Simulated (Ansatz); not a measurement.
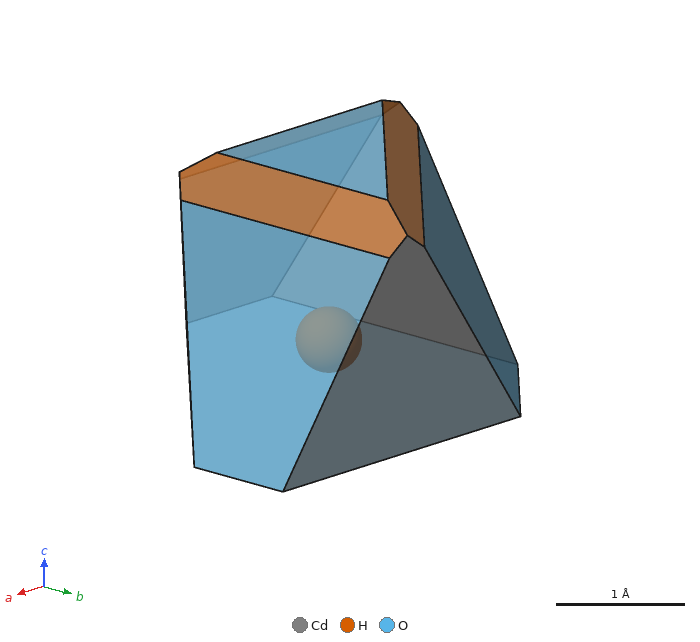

Voronoi cell (the region closer to this atom than to any other), computed from the atomic positions without radii. Central atom: H1 (1a) in CdH2O2; faces take the colour of the neighbour behind them. The structure is a calculation's input; it may be strained or unrelaxed.

CdH2O2, space group P3m1 (No. 156), a = 3.840 Å, b = 3.840 Å, c = 4.441 Å, α = 90.00°, β = 90.00°, γ = 120.00°

| site | Wyckoff | x | y | z |
| --- | --- | --- | --- | --- |
| Cd | 1b | 0.3333 | 0.6667 | 0.9873 |
| H1 | 1a | 0.0000 | 0.0000 | 0.0081 |
| H2 | 1c | 0.6667 | 0.3333 | 0.4319 |
| O1 | 1a | 0.0000 | 0.0000 | 0.7862 |
| O2 | 1c | 0.6667 | 0.3333 | 0.2119 |

Q: Which neighbours share a face with the central atom?

A: 5 O (65 % of the solid angle), 3 Cd (30 % of the solid angle) and 3 H (5 % of the solid angle).

Q: What is the volume of this Voronoi cell?

A: 8.5 Å³, against a mean of 11.3 Å³ per atom in this structure.

Q: Give the Voronoi index ⟨n3,n4,n5,n6,…⟩ (numbers of faces with 3, 4, 5, 6 … edges).

A: 11 faces, index ⟨1,3,3,4⟩.
